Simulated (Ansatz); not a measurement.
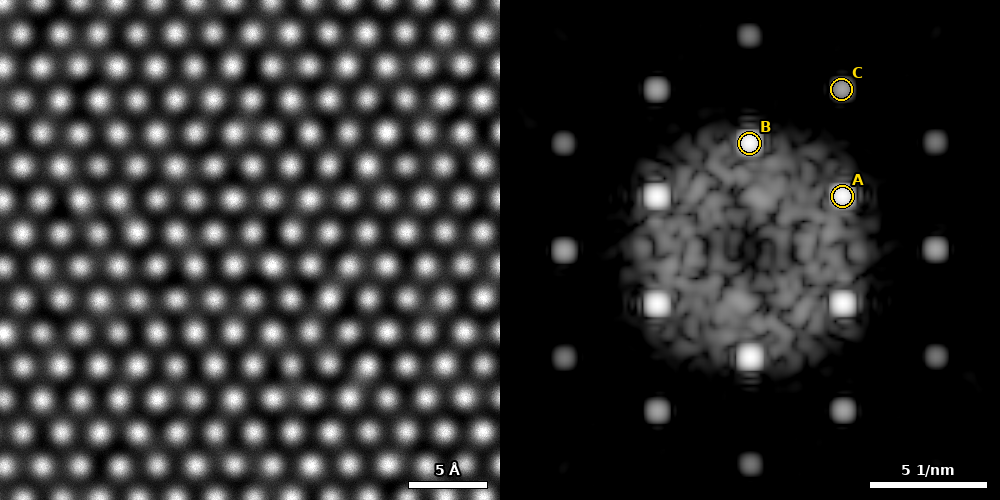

Dark-field STEM-like image of Ir (P6/mmm, No. 191) along [001]. The image is simulated as a sum over atoms of Z^1.7, blurred by a 1.15 Å probe (no channelling). Shot noise and the speckle of an amorphous layer were added. Model: the input geometry of a calculation; the starting structure was generated, so it need not be a known form of this composition.

The right panel is the modulus of the image's Fourier transform on a logarithmic scale.

a = 4.348 Å, b = 4.348 Å, c = 2.684 Å, α = 90.00°, β = 90.00°, γ = 120.00°

Q: Index the marked spots and give their plane spacings (the zone axis points at the viewer; indices equivalent by symmetry, or all signs reversed, are as good).

A: (1 -2 0), d = 2.17 Å; B: (2 -1 0), d = 2.17 Å; C: (3 -3 0), d = 1.26 Å. A and B enclose 60°, and every spot obeys the zone law hu + kv + lw = 0 for [001].
